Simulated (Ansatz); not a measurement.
# Single-point calculation, with input and output: TiAl3

The run: single-point calculation of TiAl3 (I4/mmm, 4 atoms in the cell). Method and program: DFT PBE, scalar-relativistic, plane waves, PAW, PAW set soft_1, no spin polarisation (Ansatz 0.2.0).

The structure derives from a Materials Project entry. Figures and captions count atoms from 1; the log counts them from 0 in places.

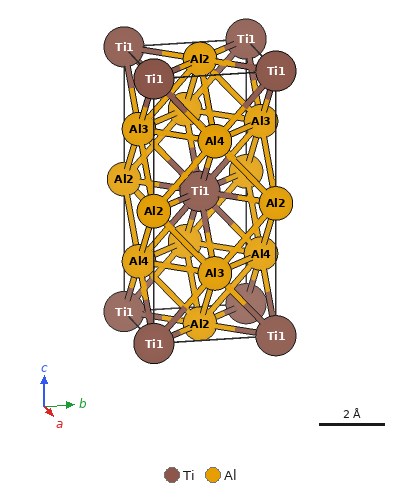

*The input geometry (ball-and-stick view of the cell 2 times as large as that of the calculation, set on its symmetry axes, seen slightly off an axis; atoms are numbered from 1 in the order of the input). An atom can appear more than once, as a periodic image.*

Near neighbours in the periodic cell (some may lie outside the picture): Ti has 12 Al at 2.74 to 2.87 Å; Al has 8 Al at 2.74 to 2.87 Å and 4 Ti at 2.74 to 2.87 Å.

**Key numbers**

- outcome: converged
- space group (tolerance 0.01 Å): I4/mmm (139)
- electrons treated: 21
- free energy: −4113.7615 eV
- Fermi energy: 9.472 eV
- gap on the k-point mesh: none (metallic)
- pressure: −0.05 GPa
- largest force (length of the vector): under 0.001 eV/Å
- hardware: 2 threads of Arm Neoverse N1, 98 GiB of memory available, shared host
- wall time: 30 s (CPU time 59 s)
- peak memory: 0.64 GiB

**Input**
```yaml
crystal:
  lattice:
    - [-1.9397934874, 1.9397934874, 4.2349571417]
    - [1.9397934874, -1.9397934874, 4.2349571417]
    - [1.9397934874, 1.9397934874, -4.2349571417]
  atoms:
    - { symbol: Ti, position: [0.0, 0.0, 0.0] }
    - { symbol: Al, position: [0.5, 0.5, 0.0] }
    - { symbol: Al, position: [0.75, 0.25, 0.5] }
    - { symbol: Al, position: [0.25, 0.75, 0.5] }
basis:
  ecutwfc: 520.0
kpoints:
  mp_grid: { grid: [16, 16, 16] }
hamiltonian:
  xc: pbe
  pseudopotentials: { kind: paw, azcp: { folder: soft_1 } }
scf:
  occupations: { method: gaussian, width: 0.15 }
output:
  forces: true
  stress: true
  eigenvalues: true
  write_density: true
  write_potential: true
  elf: true
  volumetric_format: npy
```

Launched with:
```bash
ansatz run input.yaml --threads 2 --pin off --max-ram 4096MiB --backend cpu --events-out ev --progress --plain --runs-dir out
```

**What the program printed**
```
Engine: ansatz 0.2.0, aarch64-unknown-linux-gnu
Pseudopotentials: kind: paw
Pseudopotential: Ti, paw, valence charge 12, recommended cutoff 420 eV (normal), [file]
Pseudopotential: Al, paw, valence charge 3, recommended cutoff 420 eV (normal), [file]
Functional definition: PBE
  parameter kappa = 0.804
  parameter beta = 0.06672455060314922
  exchange = pbe_x(kappa = kappa, mu = beta*pi^2/3)
  correlation = pbe_c(beta = beta)
Crystal: 4 atoms, lattice volume = 63.741 Å³
Basis set: ecut = 520 eV, 1711 PW (Γ), exchange–correlation on 80×80×80 points (8 copies of the dense FFT grid, shifted against one another)
Bands: 15, of which v1, the nominal top of the filled ones, is band 11 counted from 1 (10 counted from 0)
Symmetry: 16 space group operations
Space group: I4/mmm (ITA 139), of the structure as read, at distance tolerance 4.0e-5 Å
k-points: 349 of 4096
Non-local potential: Ti, projectors of the file, l = 0: 3, l = 1: 2, l = 2: 3, l = 3: 1
Non-local potential: Al, projectors of the file, l = 0: 2, l = 1: 2, l = 2: 1
PAW form: soft (Blöchl's): semilocal exchange-correlation on the pseudo side does not see the compensation charge
PAW one-centre angular grid: Ti, 590 points (default); XC on 64 Gauss nodes
PAW one-centre angular grid: Al, 110 points (default); XC on 64 Gauss nodes
Initial density: superposition of atomic densities (chi_scale 0.1, normalization cell, long waves kept (reshape's long-wave potential 0.00 eV rms))
Initial wavefunctions: pseudopotential atomic-orbital guess
Functional: x = pbe(κ = 0.804, μ = 0.2195149727645171), c = pbe(β = 0.06672455060314922)
SCF iter   1: F=—  HF=-4114.028871 eV  |F-HF|=—  |Δ(HF+E_count)|=         —  Δρ=2.89e-2  dr2=6.09e-1  ethr=3.10e-3  ⟨swp⟩=5.1  Hψ=26642  notcnv=0
preconditioner: auto → Kerker (q_TF=auto, 2.267 Å⁻¹)  [metal: Δε(μ)=0.003 eV  Ē_g=5.474 eV  σ=0.150 eV  W_gap=0.01  n_scr=10 (ndim 8)  ℏωp=16.8 eV  f_vac=0.000  D(μ)=1.86/eV (n_scr^D=14)]
SCF iter   2: F=—  HF=-4113.890985 eV  |F-HF|=—  |Δ(HF+E_count)|=   1.38e-1  Δρ=1.84e-2  dr2=2.72e-1  ethr=2.90e-3  ⟨swp⟩=2.0  Hψ=9437  notcnv=0  defer=2
SCF iter   3: F=—  HF=-4113.762663 eV  |F-HF|=—  |Δ(HF+E_count)|=   1.28e-1  Δρ=1.94e-3  dr2=2.58e-3  ethr=1.29e-3  ⟨swp⟩=2.9  Hψ=8883  notcnv=0  defer=3
SCF iter   4: F=—  HF=-4113.761493 eV  |F-HF|=—  |Δ(HF+E_count)|=   1.17e-3  Δρ=4.29e-4  dr2=8.51e-5  ethr=1.23e-5  ⟨swp⟩=2.7  Hψ=8651  notcnv=0  defer=3
SCF iter   5: F=—  HF=-4113.761468 eV  |F-HF|=—  |Δ(HF+E_count)|=   2.49e-5  Δρ=7.67e-5  dr2=5.83e-6  ethr=4.05e-7  ⟨swp⟩=2.0  Hψ=7424  notcnv=0  defer=6
SCF iter   6: F=—  HF=-4113.761467 eV  |F-HF|=—  |Δ(HF+E_count)|=   9.41e-7  Δρ=1.81e-5  dr2=2.19e-7  ethr=2.78e-8  ⟨swp⟩=2.1  Hψ=6290  notcnv=0  defer=7
SCF iter   7: F=-4113.761467 eV  HF=-4113.761467 eV  |F-HF|=6.13e-9  |Δ(HF+E_count)|=   2.76e-8  Δρ=3.75e-6  dr2=9.47e-9  ethr=4.76e-10  ⟨swp⟩=7.3  Hψ=30410  notcnv=0
SCF 1 converged in 7 iterations: F = -4113.761467 eV  dr2 = 9.47e-9
  greatest PAW one-centre occupation: 0.999 electrons in one spin orbital (limit 2), on the Ti atom at site 0 (counted from 0), in its partial waves of l = 0
SCF converged after 7 iterations
Free energy (F): -4113.761467 eV
Harris-Foulkes:  -4113.761467 eV  (|F-HF|=6.13e-9)
Internal energy: -4113.739909 eV  (E = F + TS)
E sigma→0 (E₀):  -4113.750688 eV
Entropy (-TS):   -0.021558 eV (-5.389 meV/atom)
Fermi energy:    9.472141 eV
--- Per-component energies (eV) ---
  E_band       = -155.120260
  E_kinetic    = 350.044485
  E_local      = -1252.292887  (includes V_loc(G=0)·N_el)
  E_nonlocal   = 91.916037
  E_hartree    = 537.028886
  E_xc         = -230.230207
  E_vxc        = -234.307498  (∫ρ·V_xc dr)
  E_paw        = -2450.945498  (= ΣΔE_a)
  E_vpaw       = -184.534703  (= ΣTr[D̂ρ^β])
  E_aug_tail   = -0.000022  (compensation charges beyond the density's cutoff)
  E_ewald      = -1159.260703
  E_smearing   = -0.021558  (= −TS)
  E_closure    = -0.000000  (closes the sum)
  Σ components = -4113.761467   (vs F -4113.761467, Δ=0.00e0)
--- Forces (eV/Å), atoms counted from 1 ---
  atom   1  Ti     0.00000000     0.00000000    -0.00000000
  atom   2  Al     0.00000000     0.00000000    -0.00000000
  atom   3  Al     0.00000000    -0.00000000     0.00000000
  atom   4  Al    -0.00000000     0.00000000    -0.00000000
  max |Σ_I F_I| component: 8.67e-18 eV/Å
--- Stress (GPa, compression-positive) ---
       -1.552319       0.000000       0.000000
        0.000000      -1.552319      -0.000000
        0.000000      -0.000000       2.962820
  P = ⅓ Tr σ = -0.0473 GPa (-0.473 kbar)
--- Band table (eV; the first three rows and the last of 349) ---
  k-point 0: bands = ["-47.0173", "-23.3402", "-23.3402", "-23.2529", "-0.5595", "6.8144", "7.0451", "8.0471", "8.1649", "8.1649", "10.2475", "11.0459", "11.0459", "11.6669", "11.6819"]
  k-point 1: bands = ["-47.0173", "-23.3411", "-23.3410", "-23.2527", "-0.4803", "6.8795", "6.9676", "7.9111", "7.9534", "8.2036", "9.8510", "11.1417", "11.1893", "11.5148", "11.9381"]
  k-point 2: bands = ["-47.0170", "-23.3436", "-23.3431", "-23.2524", "-0.2442", "6.7756", "7.0620", "7.3484", "7.7245", "8.2810", "9.0871", "11.3225", "11.3481", "11.3574", "12.3536"]
  k-point 348: bands = ["-47.0173", "-23.3405", "-23.3405", "-23.2558", "1.1283", "1.9608", "7.3798", "8.3969", "8.3969", "9.2379", "10.1442", "10.1442", "10.3831", "12.5211", "14.0353"]
```

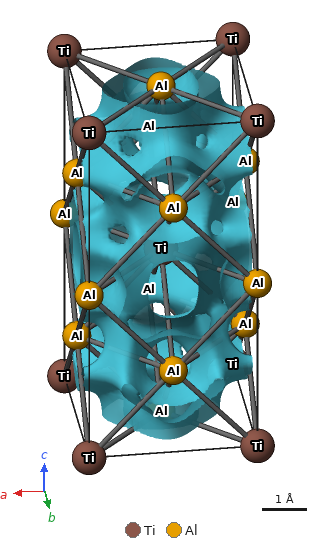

*Isosurface of the electron localisation function at 0.6 (cyan), seen at an oblique angle. Core shells and regions of very low density are left out. Sticks mark near contacts. The outline is the cell set on symmetry axes.*

Values along the shortest contacts: Ti–Al (2.74 Å): the ELF is about 0.40 at the midpoint, which marks metallic bonding. Al–Al (2.74 Å): the ELF peaks at about 0.70 between the atoms. The fields are those of the smooth PAW valence density.

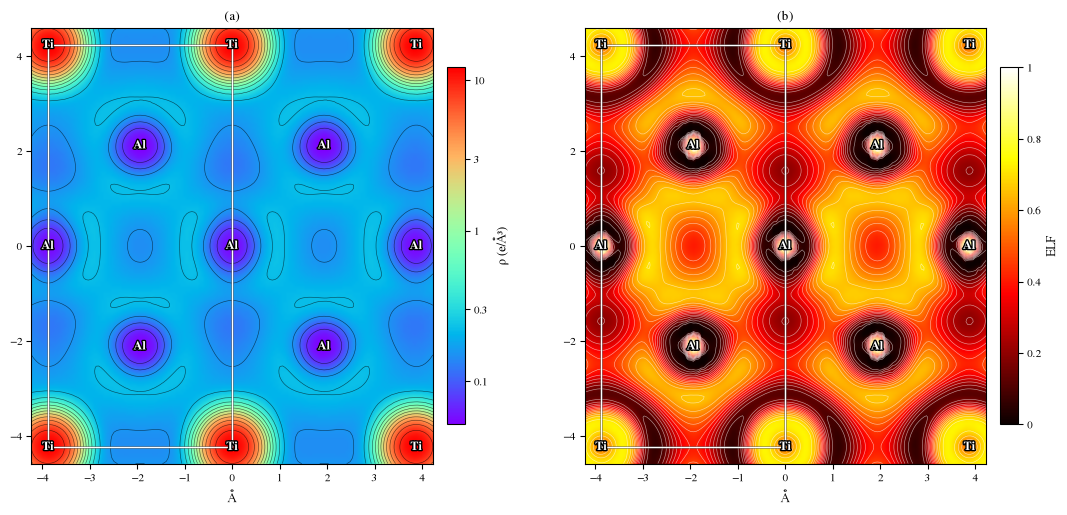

*(a) valence charge density (pseudo); (b) electron localisation function on the (010) plane of the conventional cell.*

Atoms in the plane: Ti and Al. Al–Al (2.87 Å): the density is about 0.2 e/Å³ at the midpoint; the ELF peaks at about 0.65 between the atoms. Away from the nuclei the density in this plane falls to 0.12 e/Å³ at its lowest. The strong features right at Ti lie inside the PAW spheres (semicore, d or f shells) and say nothing about bonding.

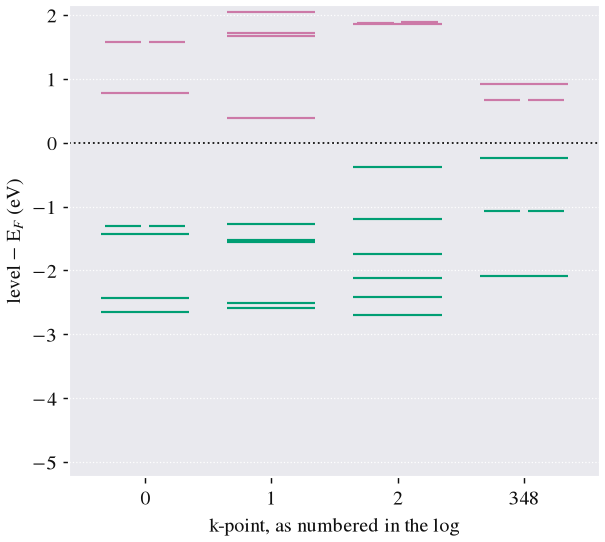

*Kohn–Sham levels near the Fermi level (dotted) at the few k-points that the log prints; levels within 0.02 eV of each other stand side by side.*

The system is metallic on the full mesh.
